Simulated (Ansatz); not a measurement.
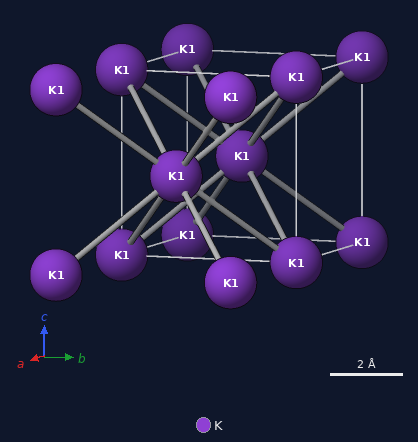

**Figure 1.** The structure (ball-and-stick view of the cell 2 times as large as that of the calculation, set on its symmetry axes, repeated 2 × 1 × 1, seen slightly off an axis; atoms are numbered from 1 in the order of the input). Near neighbours in the crystal (not all of them lie inside the picture): K has 8 K at 4.52 Å.

# K: a changed input and its effect

System: K (Im-3m, 1 atom in the cell).
Method of the first run: DFT PBE, scalar-relativistic, plane waves, PAW, no spin polarisation (Ansatz 0.2.0).

The structure derives from an entry of the Crystallography Open Database. Text and figures count atoms from 1; the logs count them from 0 in places.

### Input file, the first run
```yaml
crystal:
  lattice:
    - [-2.6125, 2.6125, 2.6125]
    - [2.6125, -2.6125, 2.6125]
    - [2.6125, 2.6125, -2.6125]
  atoms:
    - { symbol: K, position: [0.0, 0.0, 0.0] }
basis:
  ecutwfc: 420
kpoints:
  mp_grid: { grid: [6, 6, 6] }
hamiltonian:
  xc: pbe
scf:
  occupations: { method: gaussian, width: 0.1 }
output:
  forces: true
  stress: true
  eigenvalues: true
```

Launched with:
```bash
ansatz run input.yaml --threads 4 --pin off --max-ram 9216MiB --backend cpu --events-out ev --progress --plain --runs-dir out
```

Hardware: 4 threads of AMD EPYC (Zen 3), 64 GiB of memory available, shared host.

### Output, shortened to warnings, some set-up lines, iterations and results (the first run)
```
Basis set: ecut = 420 eV, 1433 PW (Γ), exchange–correlation on 64×64×64 points (8 copies of the dense FFT grid, shifted against one another)
Symmetry: 48 space group operations
k-points: 16 of 216
Initial density: superposition of atomic densities (neutral atoms: chi_scale 0, normalization atom), corrected by the library's trained network
[...]
SCF iter   1: F=—  HF=-1537.768419 eV  |F-HF|=—  |Δ(HF+E_count)|=         —  Δρ=3.04e-4  dr2=3.56e-5  ethr=1.77e-3  ⟨swp⟩=5.1  Hψ=1032  notcnv=0
SCF iter   2: F=—  HF=-1537.768236 eV  |F-HF|=—  |Δ(HF+E_count)|=   1.83e-4  Δρ=2.40e-4  dr2=3.98e-5  ethr=3.95e-7  ⟨swp⟩=2.2  Hψ=351  notcnv=0
SCF iter   3: F=—  HF=-1537.768283 eV  |F-HF|=—  |Δ(HF+E_count)|=   4.64e-5  Δρ=6.71e-5  dr2=1.84e-6  ethr=3.95e-7  ⟨swp⟩=2.0  Hψ=210  notcnv=0
SCF iter   4: F=—  HF=-1537.768290 eV  |F-HF|=—  |Δ(HF+E_count)|=   7.72e-6  Δρ=5.75e-5  dr2=2.16e-6  ethr=2.04e-8  ⟨swp⟩=2.2  Hψ=204  notcnv=0
SCF iter   5: F=-1537.768289 eV  HF=-1537.768289 eV  |F-HF|=4.70e-8  |Δ(HF+E_count)|=   1.03e-6  Δρ=8.82e-6  dr2=5.33e-8  ethr=2.04e-8  ⟨swp⟩=2.1  Hψ=207  notcnv=0
SCF iter   6: F=-1537.768289 eV  HF=-1537.768289 eV  |F-HF|=7.25e-10  |Δ(HF+E_count)|=   2.67e-8  Δρ=1.10e-6  dr2=8.19e-10  ethr=5.92e-10  ⟨swp⟩=3.2  Hψ=585  notcnv=0
SCF 1 converged in 6 iterations: F = -1537.768289 eV  dr2 = 8.19e-10
SCF converged after 6 iterations
Free energy (F): -1537.768289 eV
Harris-Foulkes:  -1537.768289 eV  (|F-HF|=7.25e-10)
Internal energy: -1537.755903 eV  (E = F + TS)
E sigma→0 (E₀):  -1537.762096 eV
Entropy (-TS):   -0.012386 eV (-12.386 meV/atom)
Fermi energy:    1.909647 eV
--- Per-component energies (eV) ---
  E_band       = -141.558432
  E_kinetic    = 252.329153
  E_local      = -747.524348  (includes V_loc(G=0)·N_el)
  E_nonlocal   = 12.946988
  E_hartree    = 266.357690
  E_xc         = -133.819733
  E_vxc        = -163.121624  (∫ρ·V_xc dr)
  E_paw        = -781.854513  (= ΣΔE_a)
  E_vpaw       = -28.904791  (= ΣTr[D̂ρ^β])
  E_aug_tail   = -0.000003  (compensation charges beyond the density's cutoff)
  E_ewald      = -406.191138
  E_smearing   = -0.012386  (= −TS)
  E_closure    = -0.000000  (closes the sum)
  Σ components = -1537.768289   (vs F -1537.768289, Δ=0.00e0)
--- Forces (eV/Å), atoms counted from 1 ---
  atom   1  K     -0.00000000     0.00000000     0.00000000
  max |Σ_I F_I| component: 2.98e-32 eV/Å
--- Stress (GPa, compression-positive) ---
        0.156977      -0.000000       0.000000
        0.000000       0.156977      -0.000000
        0.000000      -0.000000       0.156977
  P = ⅓ Tr σ = 0.1570 GPa (1.570 kbar)
```

The input of the second run differs as follows (lines with − go, lines with + come):
```diff
-    - [-2.6125, 2.6125, 2.6125]
-    - [2.6125, -2.6125, 2.6125]
-    - [2.6125, 2.6125, -2.6125]
+    - [-2.6409252681, 2.6409252681, 2.6409252681]
+    - [2.6409252681, -2.6409252681, 2.6409252681]
+    - [2.6409252681, 2.6409252681, -2.6409252681]
-  mp_grid: { grid: [6, 6, 6] }
+  mp_grid: { grid: [12, 12, 12] }
+  mixing: { preconditioner: resta }
```

What does this change do to the results?

With the same functional and potentials, the second run lies 16.8 meV per atom lower (other lines of the input change too). The pressure goes from 0.16 to 0.00 GPa. The volume per atom goes from 71.32 to 73.68 Å³. The number of SCF iterations is the same. The irreducible k-points go from 16 to 72.

### Output, shortened to warnings, some set-up lines, iterations and results (the second run)
```
Basis set: ecut = 420 eV, 1433 PW (Γ), exchange–correlation on 64×64×64 points (8 copies of the dense FFT grid, shifted against one another)
Symmetry: 48 space group operations
k-points: 72 of 1728
Initial density: superposition of atomic densities (neutral atoms: chi_scale 0, normalization atom), corrected by the library's trained network
[...]
SCF iter   1: F=—  HF=-1537.785130 eV  |F-HF|=—  |Δ(HF+E_count)|=         —  Δρ=3.08e-4  dr2=3.49e-5  ethr=1.77e-3  ⟨swp⟩=5.2  Hψ=4711  notcnv=0
SCF iter   2: F=—  HF=-1537.784987 eV  |F-HF|=—  |Δ(HF+E_count)|=   1.43e-4  Δρ=2.18e-4  dr2=3.14e-5  ethr=3.87e-7  ⟨swp⟩=2.3  Hψ=1590  notcnv=0
SCF iter   3: F=—  HF=-1537.785048 eV  |F-HF|=—  |Δ(HF+E_count)|=   6.14e-5  Δρ=7.74e-5  dr2=2.69e-6  ethr=3.49e-7  ⟨swp⟩=2.0  Hψ=948  notcnv=0
SCF iter   4: F=—  HF=-1537.785055 eV  |F-HF|=—  |Δ(HF+E_count)|=   7.13e-6  Δρ=5.75e-5  dr2=2.21e-6  ethr=2.99e-8  ⟨swp⟩=2.5  Hψ=879  notcnv=0
SCF iter   5: F=-1537.785054 eV  HF=-1537.785054 eV  |F-HF|=2.94e-8  |Δ(HF+E_count)|=   1.07e-6  Δρ=6.97e-6  dr2=3.25e-8  ethr=2.45e-8  ⟨swp⟩=2.2  Hψ=946  notcnv=0
SCF iter   6: F=-1537.785054 eV  HF=-1537.785054 eV  |F-HF|=1.69e-9  |Δ(HF+E_count)|=   1.59e-8  Δρ=1.70e-6  dr2=1.89e-9  ethr=3.61e-10  ⟨swp⟩=3.1  Hψ=2569  notcnv=0
SCF 1 converged in 6 iterations: F = -1537.785054 eV  dr2 = 1.89e-9
SCF converged after 6 iterations
Free energy (F): -1537.785054 eV
Harris-Foulkes:  -1537.785054 eV  (|F-HF|=1.69e-9)
Internal energy: -1537.780144 eV  (E = F + TS)
E sigma→0 (E₀):  -1537.782599 eV
Entropy (-TS):   -0.004910 eV (-4.910 meV/atom)
Fermi energy:    1.741126 eV
--- Per-component energies (eV) ---
  E_band       = -142.932396
  E_kinetic    = 252.215938
  E_local      = -754.851972  (includes V_loc(G=0)·N_el)
  E_nonlocal   = 12.931406
  E_hartree    = 269.360704
  E_xc         = -133.770305
  E_vxc        = -163.055795  (∫ρ·V_xc dr)
  E_paw        = -781.846762  (= ΣΔE_a)
  E_vpaw       = -28.894597  (= ΣTr[D̂ρ^β])
  E_aug_tail   = -0.000003  (compensation charges beyond the density's cutoff)
  E_ewald      = -401.819150
  E_smearing   = -0.004910  (= −TS)
  E_closure    = 0.000000  (closes the sum)
  Σ components = -1537.785054   (vs F -1537.785054, Δ=0.00e0)
--- Forces (eV/Å), atoms counted from 1 ---
  atom   1  K     -0.00000000     0.00000000    -0.00000000
  max |Σ_I F_I| component: 1.64e-32 eV/Å
--- Stress (GPa, compression-positive) ---
        0.004723       0.000000      -0.000000
        0.000000       0.004723       0.000000
       -0.000000       0.000000       0.004723
  P = ⅓ Tr σ = 0.0047 GPa (0.047 kbar)
```

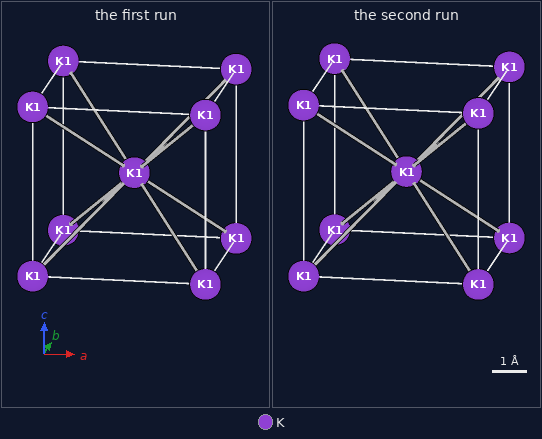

**Figure 2.** The two input geometries at one scale (ball-and-stick view of the cell 2 times as large as that of the calculation, set on its symmetry axes, seen slightly off an axis). The atoms keep their places relative to the cell (all moves are under 0.005 Å). The drawn cell changes as follows: a = b = c 5.225 → 5.282 Å (+1.1 %); the volume changes by +3.3 %. Among the contacts that change: K1–K1 4.525 → 4.574 Å.

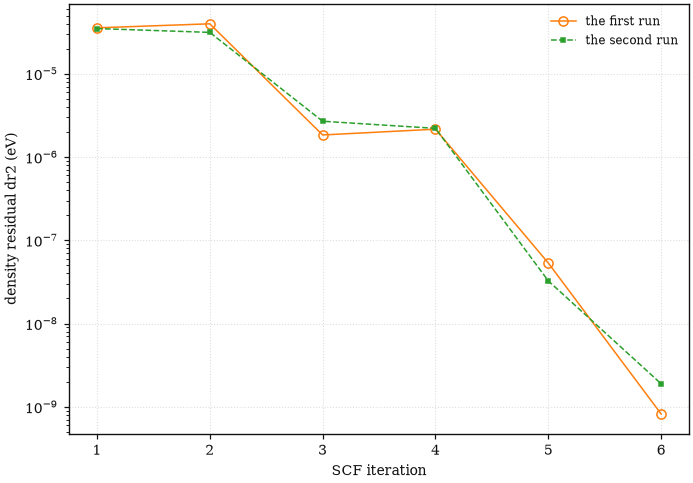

**Figure 3.** Convergence of the two runs: density residual dr2 against the SCF iteration. The first run takes 6 iterations in all, and the second run takes 6.

### The two runs side by side

```csv
quantity,the first run,the second run
outcome,converged,converged
free energy per atom (eV),−1537.7683,−1537.7851
"energy per atom, smearing taken to zero (eV)",−1537.7621,−1537.7826
gap on the mesh (eV),0.00,0.00
pressure (GPa),0.16,0.00
volume per atom (Å³),71.32,73.68
largest force (eV/Å),0.000,0.000
SCF iterations,6,6
irreducible k-points,16,72
plane waves at Γ,1433,1433
```
